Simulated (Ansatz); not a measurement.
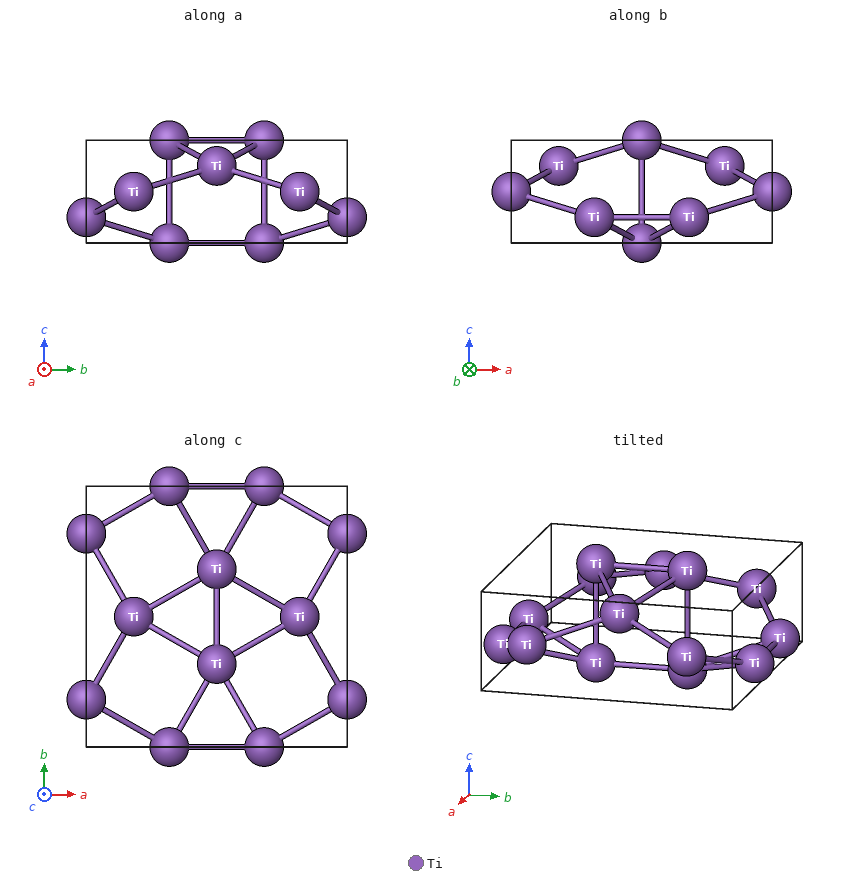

Ball-and-stick drawing of the structure, looking along the a axis, along the b axis, along the c axis and slightly off an axis. One conventional unit cell is framed, with atoms on its boundary repeated.

Lattice parameters: a = 7.104 Å, b = 7.104 Å, c = 2.799 Å, α = 90.00°, β = 90.00°, γ = 90.00°.

### Write down what is shown as a table of Wyckoff sites, with free fractional coordinates to two decimals.

Space group I4_1md (No. 109).
```csv
atom,site,x,y,z
Ti,8b,0.50,0.68,0.00
```

The initial geometry was a random cell made by a generator, so it need not be a real form of the element. This is the structure after a relaxation with DFT PBE, scalar-relativistic, plane waves, PAW in Ansatz 0.2.0.
